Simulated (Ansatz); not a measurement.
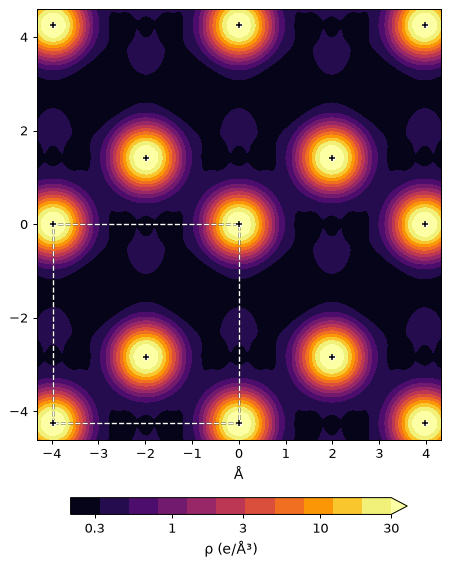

The valence charge density (pseudo) on a plane through atoms (crosses mark nuclei in the plane).

Computed with DFT PBEsol, scalar-relativistic, plane waves, PAW in Ansatz 0.2.0.

Candidates:
A. Co, a = 2.46 Å, b = 2.46 Å, c = 3.97 Å, α = 90.00°, β = 90.00°, γ = 120.00°. Space group P6₃/mmc; spin-polarised.
B. WS2, a = 16.95 Å, b = 3.15 Å, c = 5.42 Å, α = 90.00°, β = 90.00°, γ = 90.00°. Space group Amm2; a structure from a database of computed crystals, not necessarily the ambient phase; changed on purpose from its base cell (strain -0.0050 x Voigt [0, 1, 0, 0, 0, 0], atoms carried along).
C. ZrS2, a = 3.63 Å, b = 3.63 Å, c = 5.88 Å, α = 90.00°, β = 90.00°, γ = 120.00°. Space group P-3m1.

Question: Which candidate gave the map?

Answer: Candidate A: Co on the (110) plane of the conventional cell, which holds Co. Co–Co (2.44 Å): ρ is about 0.37 e/Å³ halfway.
